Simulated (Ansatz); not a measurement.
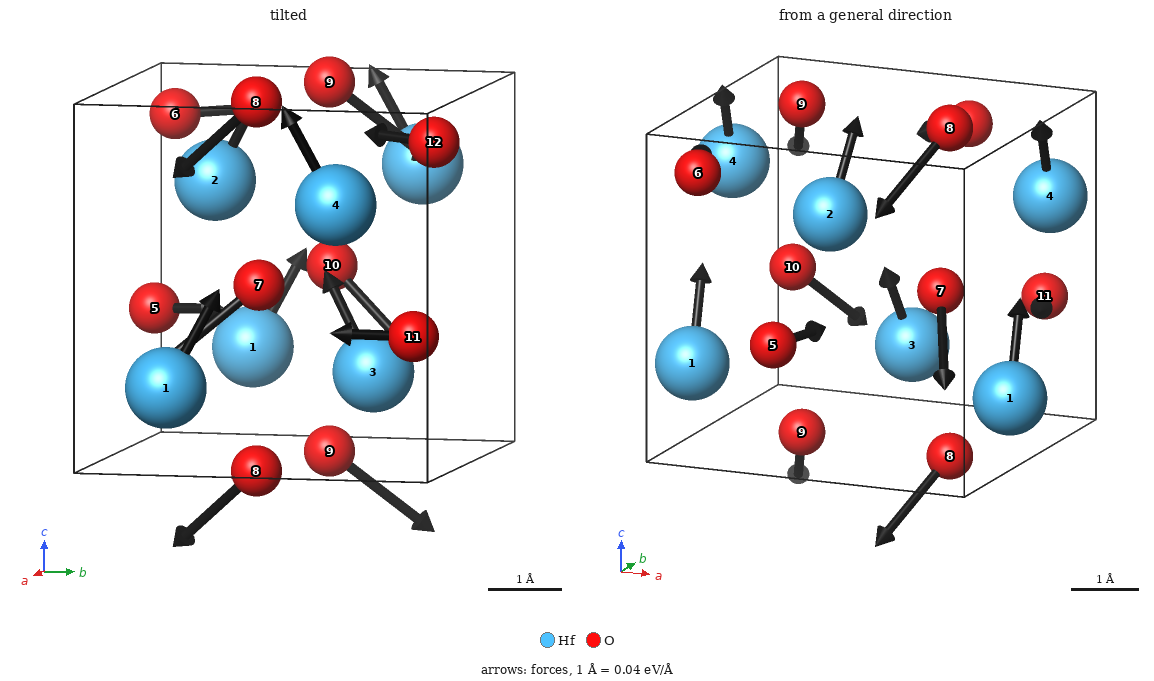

The crystal in a spheres-only representation, seen slightly off an axis and from a general direction. The parallelepiped is the simulation cell. The arrows are the computed forces on the atoms.

System: HfO2. Run with Ansatz 0.2.0, DFT, PBE, plane waves, PAW and these settings: plane waves up to 420 eV, k-grid 6×6×6, Fermi-Dirac smearing of 0.02 eV, no spin polarisation.

Judging by the arrows, is the geometry relaxed?

Answer. No. The atoms still feel forces of up to about 0.062 eV/Å, above a usual threshold of 0.01 to 0.03 eV/Å.

Which atom carries the strongest force?

Answer. O7, O8, O9 and O10, about 0.062 eV/Å.

Its origin is a structure listed in the Materials Project. The cell was then strained or its atoms displaced on purpose. It was the input of a calculation with Ansatz.
